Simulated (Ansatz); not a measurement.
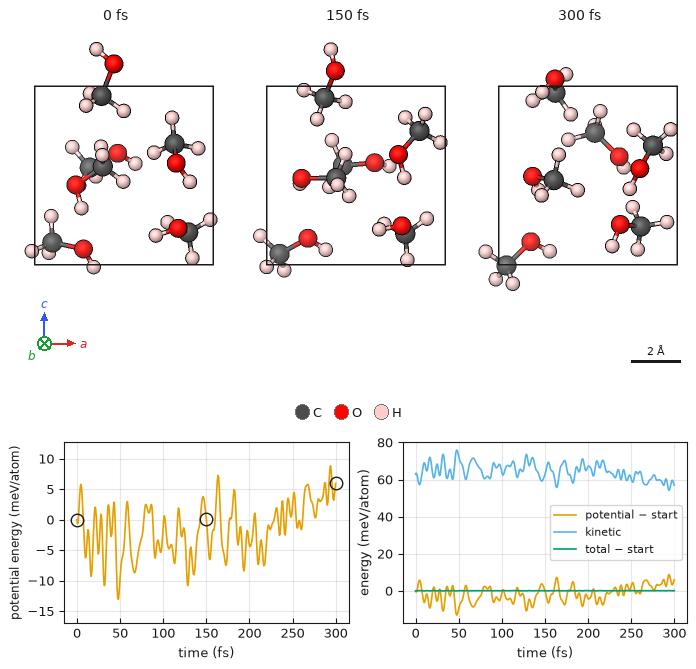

A Born-Oppenheimer molecular dynamics run of a periodic cell with 6 CH3OH at 0.794 g/cm³, 300 fs long. It starts from the last geometry of an earlier run, with fresh velocities. Frames and the history of the run. The picture is a ball-and-stick view of the simulation cell, seen along the b axis. Atoms that leave the cell re-enter on the other side.

Theory: Ansatz, DFT PBE-D3(BJ), scalar-relativistic, plane waves, PAW. Settings: plane-wave cutoff 420 eV; k-point mesh 1 × 1 × 1; Fermi-Dirac smearing 0.02 eV; low-accuracy preset; constant energy (NVE); velocities drawn for 500 K; time step 0.75 fs; H given the mass 2.014 u.

The input:
```yaml
accuracy: low
crystal:
  lattice:
    - [7.380323, 0.0, 0.0]
    - [0.0, 7.380323, 0.0]
    - [0.0, 0.0, 7.380323]
  atoms:
    - { symbol: C, position: [0.30411446, 0.97519166, 0.54021762] }
    - { symbol: O, position: [0.46066757, 0.89405888, 0.62084978] }
    - { symbol: H, position: [0.244596, 0.8899249, 0.44075984] }
    - { symbol: H, position: [0.55943553, 0.96343909, 0.56291657] }
    - { symbol: H, position: [0.20616545, 1.00002772, 0.65535488] }
    - { symbol: H, position: [0.33809934, 1.10955249, 0.49108466] }
    - { symbol: C, position: [0.09464957, 0.76747907, 1.12128954] }
    - { symbol: O, position: [0.26919339, 0.68532513, 1.08490642] }
    - { symbol: H, position: [-0.02011265, 0.68173821, 1.07299689] }
    - { symbol: H, position: [0.32610339, 0.74314686, 0.98361595] }
    - { symbol: H, position: [0.08857832, 0.77642091, 1.26826048] }
    - { symbol: H, position: [0.07558405, 0.89408727, 1.06367906] }
    - { symbol: C, position: [0.77865004, 0.29650365, 0.67363811] }
    - { symbol: O, position: [0.78824963, 0.12446608, 0.56502216] }
    - { symbol: H, position: [0.66418465, 0.37146175, 0.62436368] }
    - { symbol: H, position: [0.8650251, 0.16787241, 0.46046231] }
    - { symbol: H, position: [0.76473348, 0.27008717, 0.81929331] }
    - { symbol: H, position: [0.91132376, 0.36876309, 0.64811726] }
    - { symbol: C, position: [0.85509492, 0.41738139, 0.17800084] }
    - { symbol: O, position: [0.79889672, 0.22887711, 0.20062949] }
    - { symbol: H, position: [0.97905291, 0.44451826, 0.24895546] }
    - { symbol: H, position: [0.67405631, 0.22379217, 0.16030248] }
    - { symbol: H, position: [0.87870638, 0.45344169, 0.03347656] }
    - { symbol: H, position: [0.73969548, 0.48763184, 0.23458385] }
    - { symbol: C, position: [0.37012318, 0.17970699, 0.94209336] }
    - { symbol: O, position: [0.43950542, 0.11999491, 1.12094797] }
    - { symbol: H, position: [0.49475986, 0.1817822, 0.85753672] }
    - { symbol: H, position: [0.34172686, 0.14376726, 1.20316688] }
    - { symbol: H, position: [0.28390893, 0.0844799, 0.88762332] }
    - { symbol: H, position: [0.30535583, 0.31893907, 0.9552045] }
    - { symbol: C, position: [0.37702009, 0.48657364, 0.54715591] }
    - { symbol: O, position: [0.22643877, 0.52838133, 0.44327552] }
    - { symbol: H, position: [0.36715469, 0.59374423, 0.65759483] }
    - { symbol: H, position: [0.25755167, 0.51300381, 0.31337264] }
    - { symbol: H, position: [0.3746536, 0.34916024, 0.60985312] }
    - { symbol: H, position: [0.49177168, 0.52363203, 0.46231792] }
basis:
  ecutwfc: 420.0
kpoints:
  mp_grid: { grid: [1, 1, 1] }
hamiltonian:
  xc: pbe
  dispersion: d3bj
scf:
  occupations: { method: fermi_dirac, width: 0.02 }
  lower_state_search: "off"
md:
  timestep: 0.75
  n_steps: 400
  ensemble: nve
  temperature: 500.0
  initial_velocities: maxwell_boltzmann
  seed: 713302
  masses: [{ species: H, mass: 2.014 }]
```

Command:
```bash
ansatz run input.yaml --threads 1 --pin off --max-ram 3072MiB --backend cpu --events-out ev --progress --plain --runs-dir out
```

What happens in this trajectory?

In the second half of the run the atoms are, in the root-mean-square, this far from where they began (common drift taken out): H 1.82 Å, C 1.37 Å, O 1.15 Å. The molecules turn and drift from their places. Over the second half the temperature averages 501 K (spread ±31 K). The potential energy in the second half lies on average 0.1 meV per atom below the first frame.

Limits of the set-up: the program's low-accuracy preset was used; masses were changed (H 2.014 u), which shifts the vibrations; the periodic images lie only 7.4 Å apart, so the values are limited by the cell's size.
